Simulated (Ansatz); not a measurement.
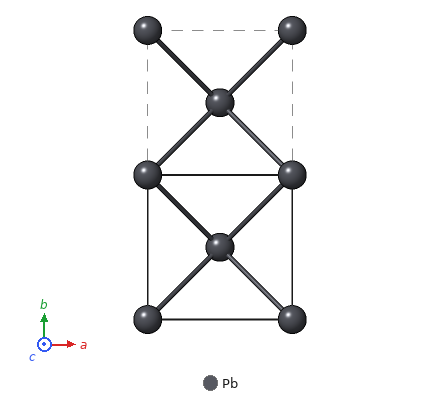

The structure, seen along [001]; the drawing may span several cells.

Given this structure, the input geometry of an electronic-structure calculation (not necessarily at equilibrium); the starting structure was generated, so it need not be a known form of this composition, written in its standard cell:

```
CELL_PARAMETERS angstrom
3.92882 0.00000 0.00000
0.00000 3.92882 0.00000
0.00000 0.00000 3.92882
ATOMIC_POSITIONS crystal
Pb 0.00000 0.00000 0.00000
Pb 0.50000 0.50000 0.50000
```

### What does the kinematic electron diffraction pattern along [001] look like at 200 kV (B = 0.5 Å²)?

The spots form a square net with both shortest vectors at d = 2.78 Å, 90.0° apart. They are 1 -1 0 and 1 1 0. The pattern has symmetry 4mm. The lattice centring (I) removes all reflections that break h + k + l = 2n.

Strongest reflections with d > 0.85 Å, one of each family (|F|² from tabulated Gaussian fits of the electron scattering factors, times a small damping for the curvature of the Ewald sphere):

```json
{"hkl": "1 1 0", "d (Å)": "2.778", "I (strongest = 100)": "100"}
{"hkl": "2 0 0", "d (Å)": "1.964", "I (strongest = 100)": "59"}
{"hkl": "2 2 0", "d (Å)": "1.389", "I (strongest = 100)": "29"}
{"hkl": "3 1 0", "d (Å)": "1.242", "I (strongest = 100)": "22"}
{"hkl": "4 0 0", "d (Å)": "0.982", "I (strongest = 100)": "12"}
{"hkl": "3 3 0", "d (Å)": "0.926", "I (strongest = 100)": "10"}
```

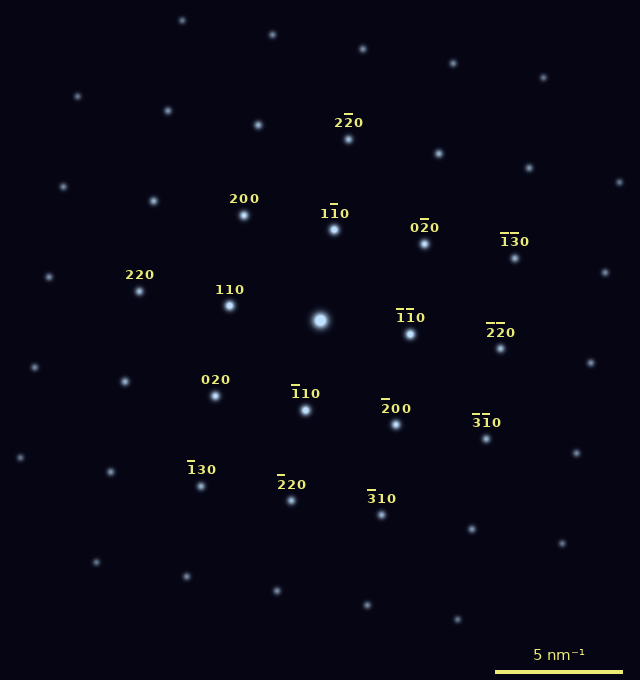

Calculated pattern, seen from the source side with [001] pointing towards the source.
